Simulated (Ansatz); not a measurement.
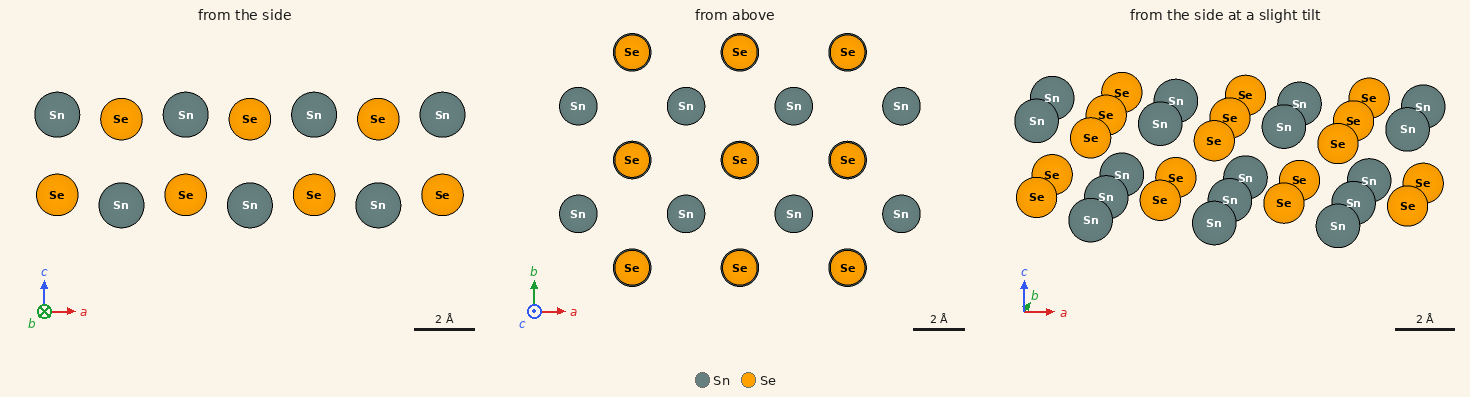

A spheres-only picture of a periodic sheet, seen from the side, from above and from the side at a slight tilt. The surface normal points up in side views; the vacuum is left out. 3×2 cells are drawn in the plane, with atoms at the edges repeated.

The cell holds 2 Sn, 2 Se.

What is its extent along the surface normal?

About 3.0 Å from the lowest to the highest atom.

How are the atomic planes stacked?

Two planes: SnSe / SnSe.

Its origin is a structure listed in the Materials Project. The cell was then strained or its atoms displaced on purpose. It was run through Ansatz as a DFT input.

At this level of theory the run's own cell isn't at rest (forces up to 1.0 eV/Å), so its distances can differ from those at equilibrium, the more so the softer the solid.
